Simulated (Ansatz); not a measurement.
# Fe$_{2}$O$_{3}$: what the fields show

```xyz
30
Lattice="5.0380 0.0000 0.0000 -2.5190 4.3630 0.0000 0.0000 0.0000 13.7720" Properties=species:S:1:pos:R:3 pbc="T T T"
Fe    2.5190    1.4543    2.5978
Fe    0.0000    2.9087    7.1886
Fe    0.0000    0.0000   11.7792
Fe    0.0000    2.9087    4.2882
Fe    0.0000    0.0000    8.8788
Fe    2.5190    1.4543   13.4694
Fe    0.0000    0.0000    1.9928
Fe    2.5190    1.4543    6.5834
Fe    0.0000    2.9087   11.1742
Fe    0.0000    2.9087    0.3026
Fe    0.0000    0.0000    4.8932
Fe    2.5190    1.4543    9.4838
O     3.2896    2.7890    1.1476
O     0.7705    4.2434    5.7384
O     0.7706    1.3347   10.3290
O     3.2896    0.1197    1.1476
O     0.7705    1.5741    5.7384
O    -1.7484    3.0284   10.3290
O     0.9779    1.4543    1.1476
O    -1.5411    2.9087    5.7384
O     3.4969    0.0000   10.3290
O     1.7484    3.0284    3.4430
O     1.7485    0.1197    8.0336
O    -0.7706    1.5741   12.6244
O    -0.7706    1.3347    3.4430
O     1.7485    2.7890    8.0336
O    -0.7706    4.2434   12.6244
O     1.5411    0.0000    3.4430
O     4.0601    1.4543    8.0336
O     1.5411    2.9087   12.6244
```

Space group R-3c; not relaxed (largest force 0.9 eV/Å); computed pressure about −13 GPa in this cell; the SCF solution may not be the lowest one; the program warned that another magnetic order may lie lower; spin-polarised.

Computed with Kohn-Sham DFT of a periodic cell, PBEsol, Ansatz PAW in Ansatz.

Core electrons are frozen (PAW), and the valence fields are smoothed inside the atomic spheres.

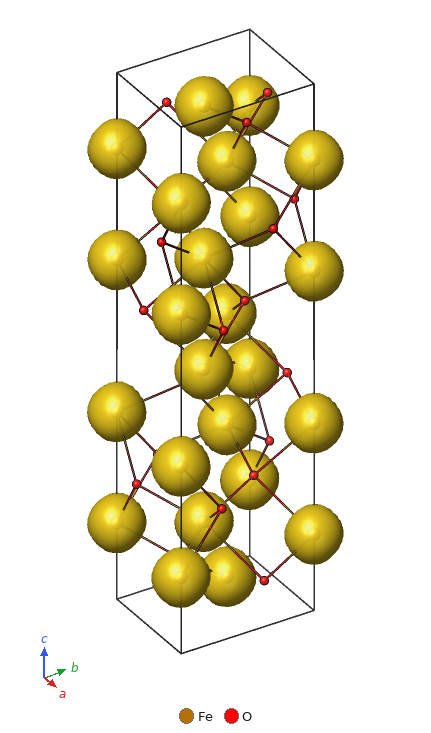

Figure 1. Isosurface of the spin density at +0.4 e/Å³ (yellow), seen slightly off an axis. Sticks mark near contacts.

> Describe the spin distribution.

The spin density sits on Fe: +2.9 μB (×12) in one cell of 30 atoms, with smaller moments on other sites: O (up to +0.16 μB): parallel main moments (a ferromagnetic arrangement) in this solution. The cell of the calculation (10 atoms) carries 13.7 μB of net spin moment.

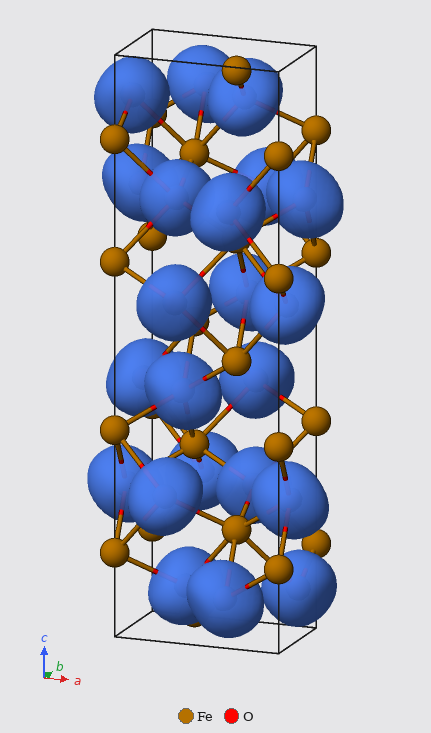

Figure 2. Isosurface of the ELF at 0.6 (blue), seen slightly off an axis. Core shells and regions of very low density are left out. Sticks mark near contacts.

> Describe the localisation domains.

The surface consists of 18 regions wrapped around O (the valence shell of each), counted in one cell of 30 atoms. Regions shared between cells count once. Profiles from the grid: Fe–O (1.95 Å): the ELF peaks at about 0.85 in the valence shell of O, 0.6 Å from its nucleus, and is about 0.20 at the midpoint; no localised pair shows between them. Fe–O (2.12 Å): the ELF peaks at about 0.85 in the valence shell of O, 0.6 Å from its nucleus, and is about 0.15 at the midpoint; no shared electron pair shows on this line.

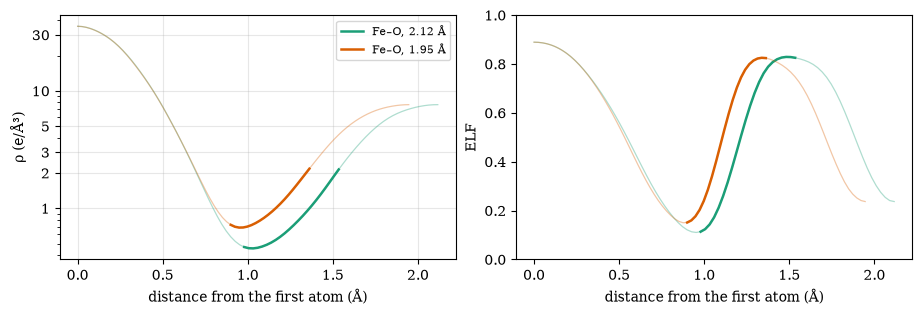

Figure 3. Valence charge density (pseudo) and ELF along straight lines between neighbouring atoms. Thin, pale parts lie inside the atomic spheres.

> What can be read from the curves?

Fe–O (2.12 Å): the density is about 0.46 e/Å³ at the midpoint; the ELF peaks at about 0.85 in the valence shell of O, 0.6 Å from its nucleus, and is about 0.15 at the midpoint: no shared electron pair shows on this line.
Fe–O (1.95 Å): ρ at the midpoint is about 0.69 e/Å³; the ELF peaks at about 0.85 in the valence shell of O, 0.6 Å from its nucleus, and is about 0.20 at the midpoint; no localised pair shows between them.
